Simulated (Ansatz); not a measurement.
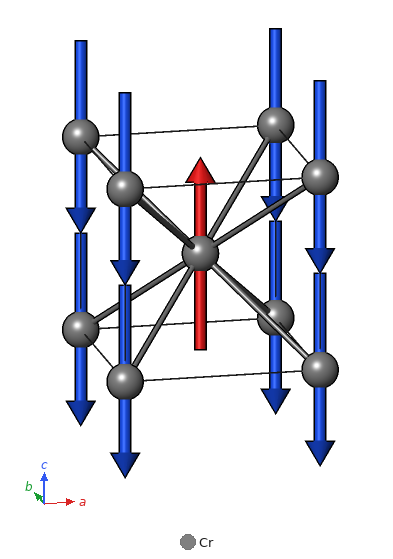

Structure drawing (ball-and-stick), viewed slightly off an axis. The wireframe shows the simulation cell. Arrows are the site magnetic moments above 0.25 μB; longer means larger, and red and blue are up and down (without spin-orbit coupling the axis itself is arbitrary).

This is the state reached for Cr. Results below were computed with DFT PBE, scalar-relativistic, plane waves, PAW in Ansatz; the settings were a kinetic-energy cutoff of 420 eV, a 14×14×14 sampling of the Brillouin zone, Gaussian smearing of 0.1 eV, collinear spins.

### What do the arrows say about the order?

Antiferromagnetic (within this cell). Site moments: 1 Cr +1.4 μB and 1 Cr −1.4 μB. The net spin moment of the whole cell is 0.0 μB.

The structure was taken from a structure listed in the Materials Project. The cell was then strained or its atoms displaced on purpose. It was run through Ansatz as a DFT input.

At this level of theory the cell isn't at rest (stretched, at -9 GPa), so its distances can differ from those at equilibrium, the more so the softer the solid, and its magnetic state may change on relaxation.
